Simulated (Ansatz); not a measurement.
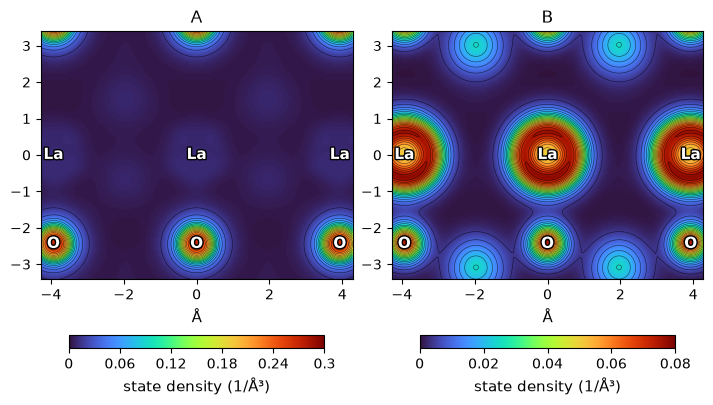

La2O3: densities of the states in two energy windows, on the (010) plane of the conventional cell.

Space group P-3m1. The cell comes from a database of computed structures, not from a measurement.

All numbers below come from DFT PBE, scalar-relativistic, plane waves, PAW in Ansatz.

Core electrons are frozen (PAW), so the fields are smoothed inside the atomic spheres.

```xyz
5
Lattice="3.9308 0.0000 0.0000 -1.9654 3.4042 0.0000 0.0000 0.0000 6.1120" Properties=species:S:1:pos:R:3 pbc="T T T"
La    1.9654    1.1347    4.6069
La    0.0000    2.2694    1.5050
O     1.9654    1.1347    2.1643
O     0.0000    2.2694    3.9476
O     0.0000    0.0000    0.0000
```

**Match the panels to the energy ranges (zero at the valence-band maximum): −13.9 to −11.3 eV and −3.0 to 0.0 eV.**

Panel A: −3.0 to 0.0 eV, the whole upper valence band, mainly O 2p (80 %) and La 5d (15 %).
Panel B: −13.9 to −11.3 eV, a separate group of bands, mainly La 5p (85 %) and O 2s (10 %).
The characters are Löwdin shares on a minimal set of atomic orbitals.

The run took 7.5 s on 2 threads of Intel(R) Xeon(R) Processor @ 2.50GHz (Skylake/Cascade Lake) (shared host), peak memory 0.42 GiB.
